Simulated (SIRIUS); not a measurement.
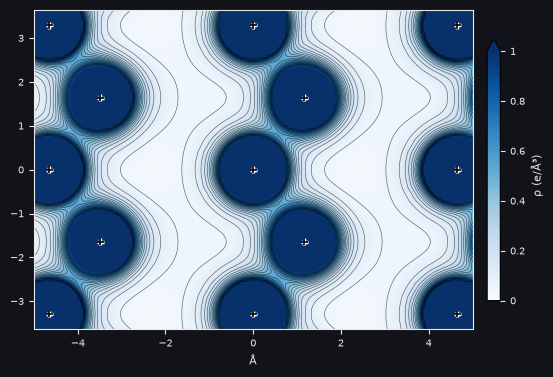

The total electron density on a plane through atoms (crosses mark nuclei in the plane).

All numbers below come from Kohn-Sham DFT of a periodic cell, PBE, all-electron FP-LAPW (SIRIUS).

Candidates:
A. CuO, a = 4.65 Å, b = 4.65 Å, c = 4.65 Å, α = 90.00°, β = 90.00°, γ = 90.00°. Space group F-43m; a generated structure, not necessarily the stable one; built by placing these elements on a known structure type.
B. Li, a = 5.39 Å, b = 3.11 Å, c = 5.09 Å, α = 90.00°, β = 90.00°, γ = 90.00°. Space group C2/m.
C. TaN, a = 2.94 Å, b = 2.94 Å, c = 2.88 Å, α = 90.00°, β = 90.00°, γ = 120.00°. Space group P-6m2.

Q: Which system is this?

A: Candidate A: CuO on the (101) plane of the conventional cell, which holds Cu and O. Cu–O (2.02 Å): the density is about 0.54 e/Å³ at the midpoint.
